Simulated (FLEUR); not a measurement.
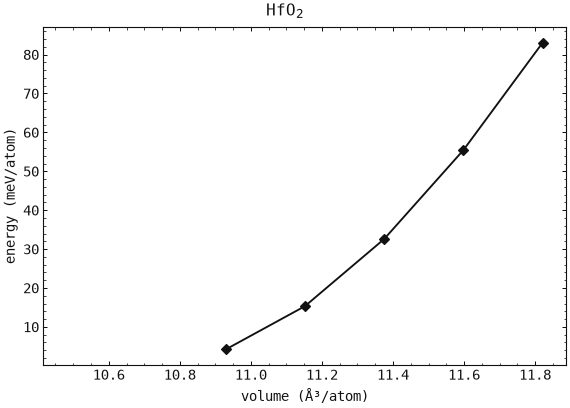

The figure shows the energy against volume for HfO₂, space group Fm-3m (No. 225).

Cell as given: a = 3.617 Å, b = 3.617 Å, c = 3.617 Å, α = 60.00°, β = 60.00°, γ = 60.00°; 3 atoms.

Calculation (FLEUR MaX-R8.1 (later development tree)): all-electron LAPW DFT, no spin polarisation; energies at scaled volumes of the given cell, shape and fractions fixed, counted from the fit's minimum, third-order Birch-Murnaghan fit. Level: PBEsol.

```json
{"setting": "k mesh", "value": "9×9×9"}
{"setting": "occupations", "value": "Fermi–Dirac"}
{"setting": "smearing width", "value": "0.05 eV"}
{"setting": "potentials", "value": "all electron"}
{"setting": "program settings", "value": "basis FLAPW, kmax 5 1/bohr"}
```

The points at volume 10.48 Å³/atom and 10.71 Å³/atom are left out of the plot. What values does the calculation give there?

```tsv
volume (Å³/atom)	energy (meV/atom)
10.48	3.46
10.71	0.09
```
